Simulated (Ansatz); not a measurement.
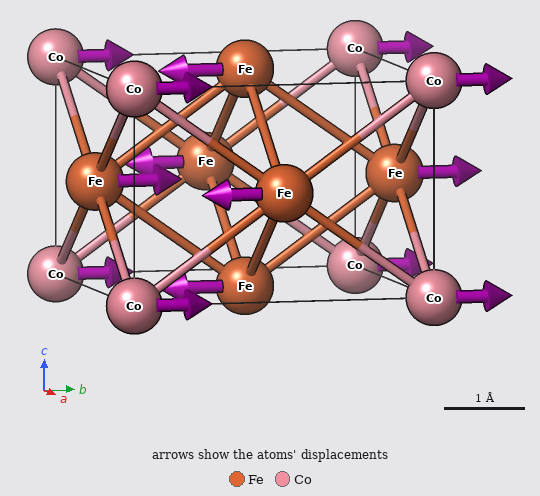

Lattice vibrations of a crystal of Fe$_{3}$Co, space group P4/mmm (No. 123), at the zone centre. The optical levels lie at 180 (×2), 205, 207, 270 (×2), 277, 336 (×2) cm⁻¹. One mode is drawn. Displacements are drawn as purple arrows; their common scale and sign are arbitrary. A ball-and-stick model of the cell of the calculation, seen slightly off an axis.

Method: Ansatz, DFT LDA, scalar-relativistic, plane waves, PAW. (plane-wave cutoff 420 eV; k-point mesh 12 × 12 × 16; occupations gaussian; smearing width 0.2 eV; collinear spin)

The frequencies depend somewhat on the k-mesh and the smearing.

### Which of these frequencies is the drawn mode's?

The level at 336 cm⁻¹. This is the E_u mode (doubly degenerate; one member of the set is drawn), the highest optical level, infrared-active by symmetry. All motion is along b; the kinetic energy is shared as Fe 78 %, Co 22 %. The crystal is a metal, so free carriers screen the infrared response.
